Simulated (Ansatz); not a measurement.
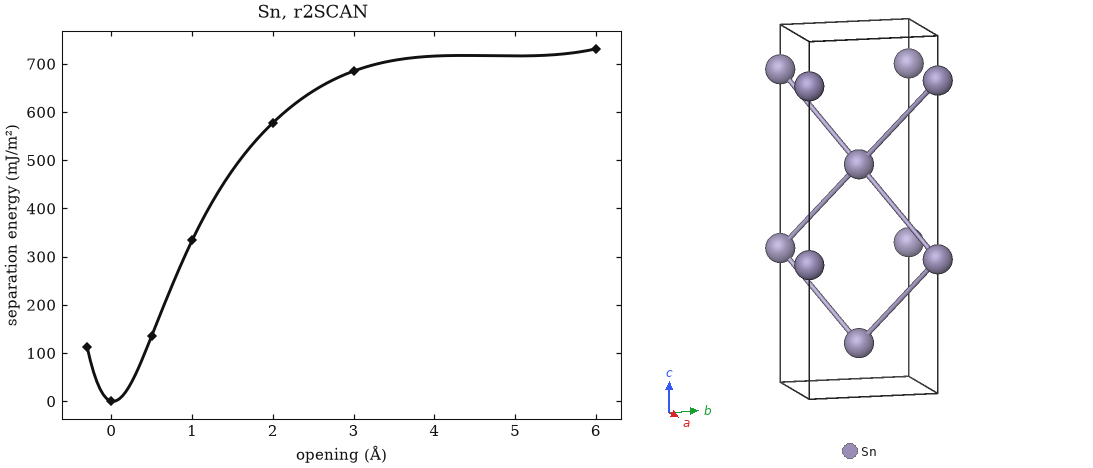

The figure shows the separation energy against opening for Sn, space group I4/mmm (No. 139). The cell is drawn beside the plot.

The given structure:
```
CELL_PARAMETERS angstrom
-1.62111 -1.62111 -2.59952
-1.62111 -1.62111 2.59952
-6.48445 6.48445 0.00000
ATOMIC_POSITIONS crystal
Sn 0.50000 0.50000 0.12500
Sn 0.00000 0.00000 0.87500
Sn 0.50000 0.50000 0.62500
Sn 0.00000 0.00000 0.37500
```

Computed with Ansatz 0.2.0: rigid opening of a crystal across a plane by lengthening cell vector c along the normal, one cut a cell, unrelaxed, by plane-wave density functional theory with PAW datasets, free energies less that of the undisturbed cell; scalar-relativistic. Level: r2SCAN, no spin polarisation.

wave cutoff 500 eV; k mesh 17×17×7; occupations Gaussian; smearing width 0.15 eV; k shift (0, 0, 0) (mesh steps); start relaxed; height of the cut 0 (fraction of cell vector c).

> Is the given structure stable along this path?

Yes: the energy rises on both sides of the starting structure, which is therefore a minimum along this path.

> What does the calculation give for the greatest sampled traction?

4.02 GPa.

The computed values:

```tsv
opening (Å)	separation energy (mJ/m²)
-0.3	112.4
0.0	0.0
0.5	136.1
1.0	333.8
2.0	577.6
3.0	684.9
6.0	731.0
```
